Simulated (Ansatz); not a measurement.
**Geometry relaxation, with input and output: Si32C (charge −1) (part 2 of 3)**

Si32C (defect cell, 33 atoms in the cell, total charge −1); DFT PBEsol, scalar-relativistic, plane waves, PAW, spin-polarised (Ansatz 0.2.0); cutoff 420 eV, 3×3×3 k-mesh, Gaussian smearing of 0.02 eV, collinear spins. The structure derives from a Materials Project entry. It belongs to a series of runs on one base structure; here: C interstitial, charge -1, atoms relaxed at the host's cell.

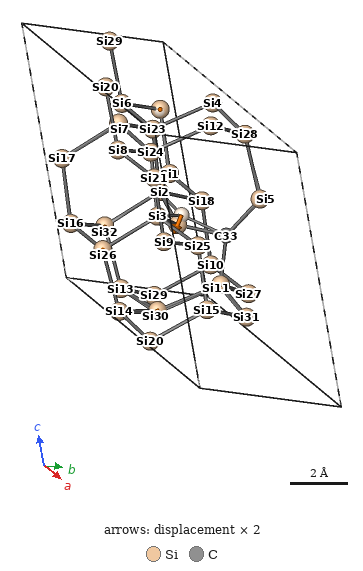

Figure 1. Start (faint) and end (solid) with the displacements as orange arrows, magnified 2 times (ball-and-stick view of the cell of the calculation (origin shifted), seen at an oblique angle). The largest move is that of Si19, 0.38 Å. Largest moves by element: Si 0.38 Å, C 0.02 Å. The lattice vectors keep their values. Distances before and after: Si7–Si30 2.405 → 2.450 Å, Si6–Si22 2.316 → 2.357 Å, Si11–C33 1.846 → 1.806 Å, Si5–C33 1.830 → 1.801 Å. Among the angles that change: Si5–C33–Si19 108.1° → 119.6°, Si11–C33–Si19 106.7° → 96.1°, Si19–Si3–Si24 99.4° → 108.2°. After 12 geometry steps the energy has fallen by 2.3 meV per atom. Largest force component: 0.52 eV/Å at the start, 0.0096 eV/Å at the end. (Atoms are counted from 1 in the order of the input.)

```
SCF converged after 7 iterations
Magnetization: 0.7995 μB (66.8997 up, 66.1003 down)
Absolute magnetization: 0.8304 μB (∫|ρ↑−ρ↓|, with the PAW one-centre terms)
Spin contamination: 0.0106 ħ² per cell (⟨S²⟩ above its minimum at these occupations)
Per-site moments (μB) at R_I (Å): [(0.0020434824656621457, 0.9696237064916179), (0.009630799451002373, 0.9444467507452947), (0.00963953754585559, 0.9447727327257321), (0.002258228954125669, 0.9615839610347445), (0.0053550567590896605, 0.7428355413450508), (0.004585843851362714, 0.9613996986911615), (0.02500738543873551, 0.9725804156527054), (0.0045876260862191, 0.9615308262830943), (0.0020317371876740382, 0.9693903437038511), (0.004770751364548335, 0.957625811349001), (0.0037322547943184326, 0.744808744109115), (0.0022518980368608234, 0.9616119769818303), (0.002069965118584183, 0.9608046484455961), (0.002039286835285589, 0.960782789127092), (0.004815335121795855, 0.9577306345132871), (0.0034546015580824573, 0.9739582987552455), (0.005899101843530214, 0.9751336648992603), (0.002096982162243926, 0.9696237064916179), (0.04324728768649198, 0.7319727337273036), (0.004092644711863828, 0.9592342470616926), (0.002655104053858551, 0.9573342925310709), (0.0026784437754199873, 0.9572727020740579), (0.010094077111215478, 0.9576419002014449), (0.010076503688464895, 0.9578492964281784), (0.002087177000357787, 0.9693903437038511), (0.002597162061261855, 0.9558698464818765), (0.005423238188818026, 0.9550800273340834), (0.002686511146982399, 0.9745084309079415), (0.004089107547468298, 0.9592025758852457), (0.014160308289775837, 0.97446428288961), (0.005451885222866595, 0.9549457797324217), (0.0026189681966073395, 0.9560282666332534), (0.013736573847439442, 0.7319727337273036)]
Free energy (F): -20124.275967 eV
Harris-Foulkes:  -20124.275967 eV  (|F-HF|=6.18e-11)
Internal energy: -20124.274926 eV  (E = F + TS)
E sigma→0 (E₀):  -20124.275447 eV
Entropy (-TS):   -0.001041 eV (-0.032 meV/atom)
Fermi energy:    6.670590 eV
--- Per-component energies (eV) ---
  E_band       = 154.350504
  E_kinetic    = 1397.306749
  E_local      = -1062.323168  (includes V_loc(G=0)·N_el)
  E_nonlocal   = 865.564094
  E_hartree    = 306.324633
  E_xc         = -1809.280221
  E_vxc        = -1573.039335  (∫ρ·V_xc dr)
  E_paw        = -16061.834412  (= ΣΔE_a)
  E_vpaw       = -85.807244  (= ΣTr[D̂ρ^β])
  E_aug_tail   = 0.000198  (compensation charges beyond the density's cutoff)
  E_ewald      = -3761.063840
  E_core_change = 1.031042  (= ΣΔE_core)
  E_smearing   = -0.001041  (= −TS)
  E_closure    = 0.000000  (closes the sum)
  E_deformation_potential = -12.737965  (in the stress; not in F)
  Σ components = -20124.275967   (vs F -20124.275967, Δ=0.00e0)
--- Forces (eV/Å), atoms counted from 1 ---
  atom   1  Si    -0.00168262     0.00036252     0.00483750
  atom   2  Si     0.00426284    -0.00695381     0.00097264
  atom   3  Si    -0.00043708    -0.00525992     0.00202425
  atom   4  Si     0.00126517    -0.00222108     0.00093606
  atom   5  Si     0.00179258    -0.00538222    -0.00518634
  atom   6  Si     0.00246045     0.00140798     0.00023408
  atom   7  Si    -0.00657617     0.00784288     0.00156472
  atom   8  Si    -0.00414913    -0.00365626    -0.00144207
  atom   9  Si     0.00449398     0.00825526     0.00702274
  atom  10  Si    -0.00398731    -0.00732273    -0.00351455
  atom  11  Si    -0.00202438     0.00226368    -0.00491479
  atom  12  Si     0.00161496    -0.00247654     0.00221234
  atom  13  Si    -0.00610989    -0.00132411     0.00142852
  atom  14  Si     0.00148213     0.00615319     0.00473106
  atom  15  Si     0.00961385     0.00473895    -0.00275775
  atom  16  Si    -0.00266549     0.00558616    -0.00174009
  atom  17  Si     0.00765485    -0.00938358    -0.00518728
  atom  18  Si     0.00064366     0.00396066    -0.00241078
  atom  19  Si     0.00439474     0.00674084     0.00402397
  atom  20  Si    -0.00076365    -0.00418083    -0.00357502
  atom  21  Si    -0.00249517    -0.00069536     0.00235007
  atom  22  Si    -0.00015429     0.00156272     0.00140981
  atom  23  Si     0.00031974    -0.00066609     0.00171571
  atom  24  Si     0.00387342     0.00141854     0.00276912
  atom  25  Si    -0.00666253    -0.00501072    -0.00515067
  atom  26  Si     0.00006887     0.00052963     0.00346120
  atom  27  Si     0.00329147     0.00005541     0.00506385
  atom  28  Si    -0.00495385     0.00759111     0.00113029
  atom  29  Si     0.00245224     0.00232283    -0.00260256
  atom  30  Si     0.00073696    -0.00180768    -0.00652551
  atom  31  Si     0.00059226    -0.00468751     0.00202438
  atom  32  Si    -0.00474206    -0.00160530     0.00464608
  atom  33  C     -0.00360846     0.00184092    -0.00955321
  max |Σ_I F_I| component: 2.24e-6 eV/Å
--- Charged-cell corrections in eV (Makov–Payne, q = -1.000 e, ε = 13.292) ---
  F (periodic)     = -20124.275967  (uncorrected; the corrections below are reported, never added to it)
  E_corr1          = +0.181384  (monopole, q²α_M/2εL)
  F Makov-Payne    = -20124.094583  (F + E_corr1; no measured alignment; for a localised charge, not one spread in a band: unchecked)
  no potential alignment in this run, which stands beside a crystal: run the host's input off ansatz write-host-input, and read the two finished runs by ansatz place-levels (neither reads a slab, a wire or a sheet, whose cell leaves a vacuum)
--- Band table (eV; the first three rows and the last of 28) ---
  k-point 0 ↑: bands = ["-6.5205", "-5.4063", "-3.9877", "-3.8594", "-3.8141", "-3.7959", "-3.7710", "-3.7418", "-3.7240", "-3.7068", "-3.6605", "-3.6518", "-3.6098", "-2.2154", "-1.8648", "-1.7033", "-1.6496", "-1.6069", "-1.6023", "-0.4056", "0.0074", "0.2485", "0.5957", "0.6655", "0.6779", "0.6984", "0.6990", "0.7306", "0.7491", "0.7772", "0.7827", "1.5418", "2.0277", "2.1347", "2.2068", "2.2631", "2.3573", "2.3657", "2.3801", "2.4169", "2.4350", "2.4562", "2.4809", "3.0563", "3.1847", "3.2252", "3.3844", "3.3876", "3.4366", "3.9518", "4.2128", "4.5260", "4.6289", "4.7369", "4.8192", "4.8514", "4.8790", "4.9074", "4.9142", "4.9440", "4.9775", "5.2727", "5.7783", "5.8253", "6.1796", "6.3108", "6.3170", "6.6586", "6.8189", "6.9631", "7.2912", "7.4344", "7.8518", "8.2869", "8.3475", "8.4674", "8.4896", "8.5459", "8.5766", "8.5821", "8.5955", "8.6885", "8.7027", "8.7350", "8.7380", "9.0824", "9.8090", "10.0841", "10.1071", "10.5349", "10.7599", "10.8559", "10.8602", "10.8714", "10.8959", "10.9333", "10.9484", "10.9601", "10.9854", "11.0377", "11.0440"]
  k-point 1 ↑: bands = ["-6.4668", "-5.3291", "-4.7356", "-4.2677", "-4.2310", "-4.1818", "-3.7008", "-3.4982", "-3.1898", "-3.1715", "-3.0952", "-3.0694", "-2.9114", "-2.7697", "-2.5499", "-1.9451", "-1.7974", "-1.0768", "-0.6466", "-0.4729", "-0.4550", "-0.4072", "-0.3996", "-0.2656", "0.1311", "0.5649", "0.5939", "0.7871", "0.8487", "0.9217", "1.4716", "1.7768", "1.9775", "2.3570", "2.4316", "2.4761", "2.5225", "2.5411", "2.6025", "2.8156", "2.8982", "3.0919", "3.2216", "3.2463", "3.4094", "3.5046", "3.6478", "3.7122", "3.7496", "3.7825", "3.8231", "4.0061", "4.0490", "4.1653", "4.1828", "4.2537", "4.3115", "4.5994", "4.7902", "4.7993", "4.8983", "5.2997", "5.4085", "5.6199", "5.9978", "6.4845", "6.6024", "6.9942", "7.5361", "7.6115", "7.7611", "7.9976", "8.0125", "8.3269", "8.5899", "8.6492", "8.6768", "8.7345", "8.8362", "8.8622", "8.8683", "8.9709", "9.0521", "9.0884", "9.1644", "9.2318", "9.3148", "9.3744", "9.5622", "9.5914", "9.7028", "9.7268", "9.8064", "9.8309", "9.8714", "9.9349", "9.9949", "10.1391", "10.3103", "10.5067", "10.6901"]
  k-point 2 ↑: bands = ["-6.4664", "-5.3434", "-4.7383", "-4.2092", "-4.1861", "-4.1315", "-3.8365", "-3.5034", "-3.3516", "-3.1339", "-3.0819", "-3.0182", "-2.8976", "-2.7699", "-2.5878", "-1.8889", "-1.5767", "-1.1822", "-0.7389", "-0.6371", "-0.4260", "-0.3779", "-0.3386", "-0.2767", "0.2707", "0.4706", "0.6794", "0.7464", "0.8240", "0.9158", "1.3816", "1.8634", "2.0899", "2.2341", "2.3825", "2.4726", "2.5077", "2.5570", "2.6126", "2.8651", "2.9334", "3.0202", "3.2107", "3.2404", "3.4653", "3.5327", "3.6630", "3.7081", "3.7629", "3.8055", "3.8310", "3.9453", "4.0143", "4.1031", "4.1391", "4.2376", "4.5089", "4.6988", "4.8514", "4.8796", "4.9359", "5.0646", "5.2191", "5.6269", "5.9988", "6.3888", "6.6104", "7.1739", "7.3889", "7.6179", "7.8283", "8.0004", "8.2947", "8.4568", "8.5503", "8.6169", "8.6886", "8.7513", "8.7814", "8.8247", "8.9066", "8.9468", "8.9809", "9.0893", "9.1475", "9.2959", "9.3313", "9.4221", "9.4656", "9.5512", "9.6414", "9.6970", "9.7567", "9.7978", "9.8463", "9.8813", "10.0106", "10.1179", "10.2962", "10.5015", "10.6055"]
  k-point 13 ↓: bands = ["-6.3819", "-5.1582", "-4.6809", "-4.5634", "-4.5521", "-4.1286", "-3.7602", "-3.5836", "-3.5420", "-3.4545", "-2.7623", "-2.3128", "-2.2810", "-2.2036", "-1.9178", "-1.6486", "-1.5614", "-1.4624", "-1.1001", "-0.9679", "-0.7499", "-0.6876", "-0.6379", "-0.5454", "-0.4958", "-0.4459", "0.8489", "1.0292", "1.5521", "1.8280", "1.9055", "2.0000", "2.1010", "2.1942", "2.3172", "2.3939", "2.4398", "2.4744", "2.5381", "2.8202", "2.9524", "3.0197", "3.1227", "3.3542", "3.5659", "3.7391", "3.7839", "3.8393", "3.8840", "3.9770", "4.0871", "4.2296", "4.2764", "4.3240", "4.3748", "4.4325", "4.4748", "4.5919", "4.7877", "4.8441", "4.9451", "5.0168", "5.0463", "5.1434", "5.3761", "6.2617", "6.9054", "7.3831", "7.8197", "7.8431", "7.9199", "7.9958", "8.0579", "8.0772", "8.1300", "8.4357", "8.5385", "8.7334", "8.8402", "8.9336", "9.0158", "9.1469", "9.2694", "9.3226", "9.3748", "9.4417", "9.4670", "9.5008", "9.5785", "9.6356", "9.6528", "9.6930", "9.7377", "9.7798", "9.8544", "10.1357", "10.2596", "10.3885", "10.5140", "10.5803", "10.6353"]
--- Relaxed structure (13 steps of the walk, 13 accepted, 0 SCFs on fresh bases) ---
  F+E_penalty+E_count = -20124.27596721 eV   max|allowed force component| = 9.614e-3 eV/Å
  atoms:
    - { symbol: Si, position: [0.2672822012040998, 0.5089248192528426, 0.001940359586658863] }
    - { symbol: Si, position: [0.4752231365931096, 0.24096127337662093, 0.001010015336955758] }
    - { symbol: Si, position: [0.7422503295834171, -0.026224144129498805, 0.0007903634933197345] }
    - { symbol: Si, position: [0.7572620845159976, 0.5051018082831426, 0.49221831627970886] }
    - { symbol: Si, position: [0.014370015892858495, 0.5128679907292726, 0.2268226594689953] }
    - { symbol: Si, position: [0.2549705803669109, 0.26167651390043123, 0.2539381954154622] }
    - { symbol: Si, position: [0.5061650888857044, 0.004734797623145173, 0.2666108716623472] }
    - { symbol: Si, position: [0.7631101235322899, 0.753556132522889, 0.25392557848132113] }
    - { symbol: Si, position: [0.010273677122215608, 0.7659387831754817, 0.0019276708823094957] }
    - { symbol: Si, position: [0.5060767025610102, 0.4936331544224548, 0.7457862771217503] }
    - { symbol: Si, position: [0.7982456590449473, 0.29674633248378707, 0.7801918906923618] }
    - { symbol: Si, position: [0.0065544945872454685, 0.25584573234990327, 0.49219964697899155] }
    - { symbol: Si, position: [0.2651253472917984, 0.01261877219251109, 0.5116603660132842] }
    - { symbol: Si, position: [0.5141556281818966, 0.7637400252164497, 0.5117210061983603] }
    - { symbol: Si, position: [-0.004789730519399349, 0.004693239627610479, 0.7458460559354224] }
    - { symbol: Si, position: [0.2476013293460918, 0.746175032322837, 0.740463786627608] }
    - { symbol: Si, position: [0.2579412268676765, 0.756570054920059, 0.001123979028578831] }
    - { symbol: Si, position: [0.5147746735393558, 0.5025065435757339, 0.0017892621902984981] }
    - { symbol: Si, position: [0.669667696617704, 0.16838763059593115, -0.04972661120871891] }
    - { symbol: Si, position: [0.7533767855474238, 0.7533840140231518, 0.49812599430994203] }
    - { symbol: Si, position: [0.019538721458555952, 0.7698052130917956, 0.25691105027805283] }
    - { symbol: Si, position: [0.2713469755336526, 0.5181485727473893, 0.2569727403793087] }
    - { symbol: Si, position: [0.5002034726666827, 0.25039003200927923, 0.25828570188128697] }
    - { symbol: Si, position: [0.7518173078504106, -0.0011759377343827648, 0.25818488570833387] }
    - { symbol: Si, position: [0.003900837945104645, 0.013390943601858198, 0.0017878801295899117] }
    - { symbol: Si, position: [0.4969012912545252, 0.7370360655746393, 0.7456273931541084] }
    - { symbol: Si, position: [0.7630963737446104, 0.5173499997578809, 0.7457267132901196] }
    - { symbol: Si, position: [-0.0006637159762136174, 0.497929616534633, 0.47393099983238135] }
    - { symbol: Si, position: [0.2547645880129287, 0.25184064858656013, 0.4980563494362714] }
    - { symbol: Si, position: [0.5305860055590723, 0.02914366837239314, 0.5422225223691172] }
    - { symbol: Si, position: [0.018822644517399123, 0.26163724036488933, 0.7457069396431898] }
    - { symbol: Si, position: [0.23864599744719583, -0.004470541488786339, 0.7456920318677687] }
    - { symbol: C, position: [-0.14506872127627732, 0.35324582871709564, 0.002197729135514581] }
--- Löwdin populations: 33 sites ---
  site symbol       q [e]    m [muB]
     0     Si      3.9817     0.0061
     1     Si      4.0167     0.0128
     2     Si      4.0162     0.0129
     3     Si      3.9963     0.0056
     4     Si      3.6290     0.0178
     5     Si      3.9771     0.0109
     6     Si      4.0091     0.0681
     7     Si      3.9771     0.0109
     8     Si      3.9819     0.0061
     9     Si      3.9917     0.0153
    10     Si      3.6044     0.0066
    11     Si      3.9964     0.0056
    12     Si      3.9957     0.0042
    13     Si      3.9957     0.0041
    14     Si      3.9916     0.0154
    15     Si      3.9803     0.0094
    16     Si      3.9903     0.0152
    17     Si      3.9754     0.0059
    18     Si      3.6103     0.3291
    19     Si      3.9917     0.0096
    20     Si      3.9987     0.0089
    21     Si      3.9985     0.0090
    22     Si      3.9763     0.0215
    23     Si      3.9763     0.0215
    24     Si      3.9754     0.0058
    25     Si      3.9725     0.0049
    26     Si      4.0032     0.0152
    27     Si      4.0175     0.0067
    28     Si      3.9917     0.0096
    29     Si      4.0223     0.0276
    30     Si      4.0032     0.0153
    31     Si      3.9725     0.0050
    32      C      4.9676     0.0208
  spilling = 0.010644 (of n_electrons = 133.000000)
```

File populations.tsv:
```
# site	symbol	l	j	q_up	q_dn
# orbitals = lowdin
# n_electrons = 133.000000
# spilling = 0.010644
0	Si	0_3S	-	0.600753	0.599608
0	Si	1_3P	-	1.393141	1.388192
1	Si	0_3S	-	0.597019	0.593850
1	Si	1_3P	-	1.417744	1.408066
2	Si	0_3S	-	0.597090	0.593902
2	Si	1_3P	-	1.417431	1.407755
3	Si	0_3S	-	0.595177	0.594604
3	Si	1_3P	-	1.405755	1.400734
4	Si	0_3S	-	0.551497	0.543613
4	Si	1_3P	-	1.271938	1.261999
5	Si	0_3S	-	0.594407	0.592318
5	Si	1_3P	-	1.399554	1.390789
6	Si	0_3S	-	0.631038	0.607379
6	Si	1_3P	-	1.407551	1.363094
7	Si	0_3S	-	0.594502	0.592409
7	Si	1_3P	-	1.399503	1.390731
8	Si	0_3S	-	0.600736	0.599609
8	Si	1_3P	-	1.393227	1.388284
9	Si	0_3S	-	0.597083	0.591430
9	Si	1_3P	-	1.406433	1.396774
10	Si	0_3S	-	0.545381	0.541776
10	Si	1_3P	-	1.260111	1.257098
11	Si	0_3S	-	0.595203	0.594638
11	Si	1_3P	-	1.405771	1.400776
12	Si	0_3S	-	0.598902	0.595612
12	Si	1_3P	-	1.401029	1.400136
13	Si	0_3S	-	0.598872	0.595652
13	Si	1_3P	-	1.401037	1.400160
14	Si	0_3S	-	0.597111	0.591437
14	Si	1_3P	-	1.406425	1.396672
15	Si	0_3S	-	0.605542	0.603364
15	Si	1_3P	-	1.389299	1.382047
16	Si	0_3S	-	0.607315	0.603615
16	Si	1_3P	-	1.395428	1.383963
17	Si	0_3S	-	0.598496	0.597469
17	Si	1_3P	-	1.392153	1.387320
18	Si	0_3S	-	0.593881	0.559724
18	Si	1_3P	-	1.375814	1.080861
19	Si	0_3S	-	0.590004	0.587707
19	Si	1_3P	-	1.410675	1.403354
20	Si	0_3S	-	0.597895	0.596756
20	Si	1_3P	-	1.405938	1.398137
21	Si	0_3S	-	0.597865	0.596722
21	Si	1_3P	-	1.405905	1.398035
22	Si	0_3S	-	0.593511	0.590203
22	Si	1_3P	-	1.405394	1.387155
23	Si	0_3S	-	0.593618	0.590314
23	Si	1_3P	-	1.405303	1.387086
24	Si	0_3S	-	0.598447	0.597426
24	Si	1_3P	-	1.392155	1.387345
25	Si	0_3S	-	0.593239	0.590918
25	Si	1_3P	-	1.395497	1.392882
26	Si	0_3S	-	0.598883	0.597089
26	Si	1_3P	-	1.410327	1.396929
27	Si	0_3S	-	0.613158	0.611776
27	Si	1_3P	-	1.398970	1.393618
28	Si	0_3S	-	0.589953	0.587671
28	Si	1_3P	-	1.410724	1.403383
29	Si	0_3S	-	0.624069	0.613186
29	Si	1_3P	-	1.400862	1.384167
30	Si	0_3S	-	0.598846	0.597058
30	Si	1_3P	-	1.410365	1.396890
31	Si	0_3S	-	0.593238	0.590908
31	Si	1_3P	-	1.395488	1.392857
32	C	0_2S	-	0.582213	0.579408
32	C	1_2P	-	1.911966	1.894000
```
